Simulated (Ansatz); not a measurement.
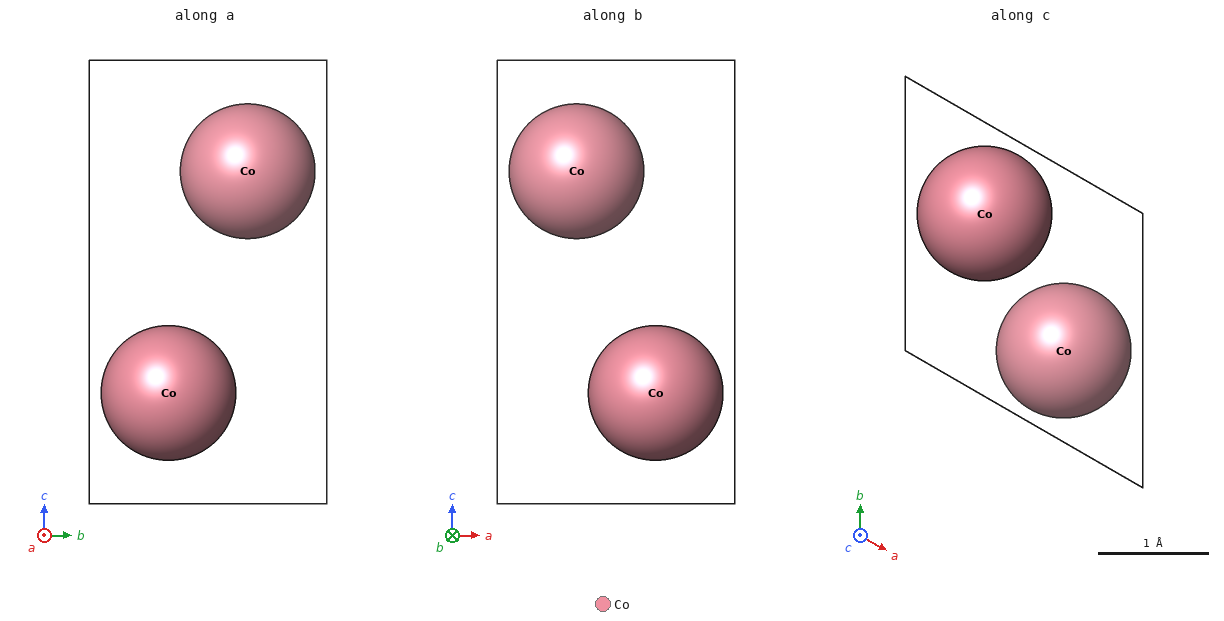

Spheres-only representation of a periodic structure, projected along the a axis, along the b axis and along the c axis. The edges of the conventional unit cell are marked.

Lattice parameters: a = 2.4934 Å, b = 2.4934 Å, c = 4.0311 Å, α = 90.000°, β = 90.000°, γ = 120.000°.

Q: From the views, write a CIF in P1 with every atom of the cell.

A:
```cif
data_structure
_symmetry_space_group_name_H-M 'P 1'
_symmetry_Int_Tables_number 1
_cell_length_a 2.4934
_cell_length_b 2.4934
_cell_length_c 4.0311
_cell_angle_alpha 90.000
_cell_angle_beta 90.000
_cell_angle_gamma 120.000
_cell_volume 21.70
loop_
_atom_site_label
_atom_site_type_symbol
_atom_site_fract_x
_atom_site_fract_y
_atom_site_fract_z
_atom_site_occupancy
Co1 Co 0.3333 0.6667 0.7500 1
Co2 Co 0.6667 0.3333 0.2500 1
```

It goes back to the standard structure of this element. Earlier steps of the study may have refined or changed the cell and positions. Ansatz was used for an electronic-structure calculation on it.

At this level of theory the cell isn't at rest (stretched, at -11 GPa), so its distances can differ from those at equilibrium, the more so the softer the solid.
